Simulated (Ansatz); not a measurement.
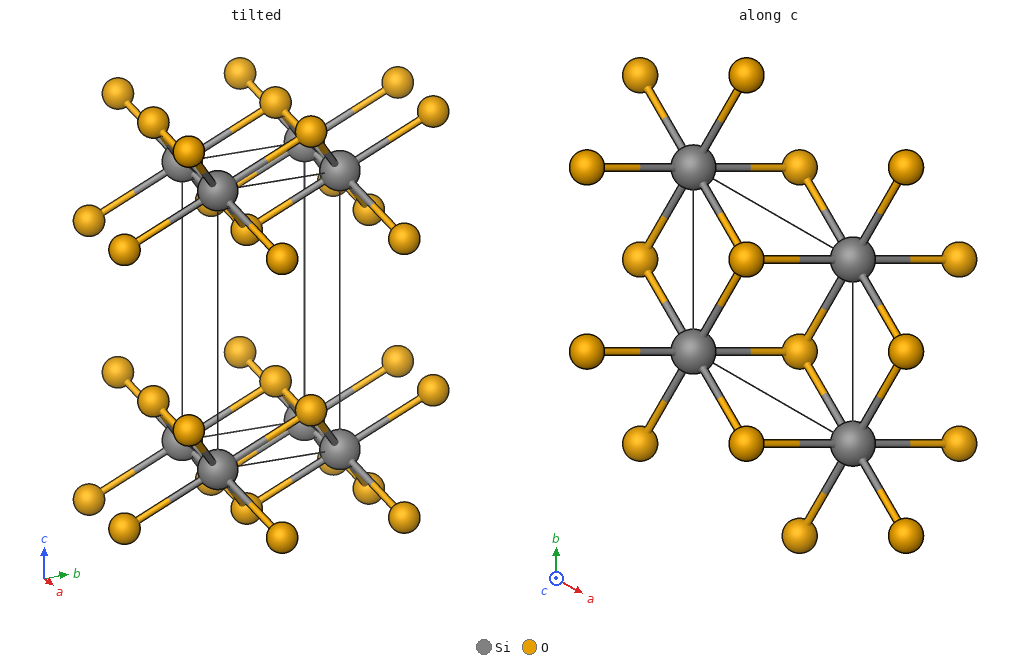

Ball-and-stick drawing of the structure, looking slightly off an axis and along the c axis. The simulation cell is drawn as a box. Some neighbours outside the box are added.

The run was set up as follows:
```yaml
crystal:
  lattice:
    - [2.6864556753, 0.0, 0.0]
    - [-1.3432278377, 2.3265388609, 0.0]
    - [0.0, 0.0, 4.6031815546]
  atoms:
    - { symbol: Si, position: [0.0, 0.0, 0.0] }
    - { symbol: O, position: [0.6666666667, 0.3333333333, 0.801085503] }
    - { symbol: O, position: [0.3333333333, 0.6666666667, 0.198914497] }
basis:
  ecutwfc: 420
kpoints:
  mp_grid: { grid: [6, 6, 4] }
  band_path:
    path:
      - [[0.0, 0.0, 0.0], [0.5, 0.0, 0.0], [0.33333333, 0.33333333, 0.0], [0.0, 0.0, 0.0], [0.0, 0.0, 0.5], [0.5, 0.0, 0.5], [0.33333333, 0.33333333, 0.5], [0.0, 0.0, 0.5]]
      - [[0.5, 0.0, 0.5], [0.5, 0.0, 0.0]]
      - [[0.33333333, 0.33333333, 0.5], [0.33333333, 0.33333333, 0.0]]
    npoints: 4
hamiltonian:
  xc: hse06
scf:
  occupations: { method: gaussian, width: 0.02 }
output:
  forces: true
  stress: true
  eigenvalues: true
  populations: true
  dos: { projected: true, de: 0.02 }
  bader: false
```
Run as:
```sh
ansatz run input.yaml --threads 1 --pin off --max-ram 2560MiB --backend cpu --events-out ev --progress --plain --runs-dir out
```

Electronic-structure method: DFT HSE06, scalar-relativistic, plane waves, PAW in Ansatz. Parameters: a kinetic-energy cutoff of 420 eV, k-points on a 6×6×4 grid, Gaussian smearing of 0.02 eV, no spin polarisation.

Question: Is the electronic structure metallic or gapped?

Answer: An insulator at this level, with a gap of 8.14 eV, indirect; the smallest direct gap is 8.39 eV.

Question: Which way would the volume go on relaxing?

Answer: The computed pressure is -6.2 GPa (stretched: it would shrink). The stress isn't hydrostatic: its largest component is 7.1 GPa.

Origin of the cell: a structure type filled with these elements by a generator (whether the compound takes this form wasn't checked). Earlier steps of the study may have refined or changed the cell and positions. Ansatz was used for an electronic-structure calculation on it.

At this level of theory the cell isn't at rest (stretched, at -6 GPa and forces up to 0.7 eV/Å), so its distances can differ from those at equilibrium, the more so the softer the solid.
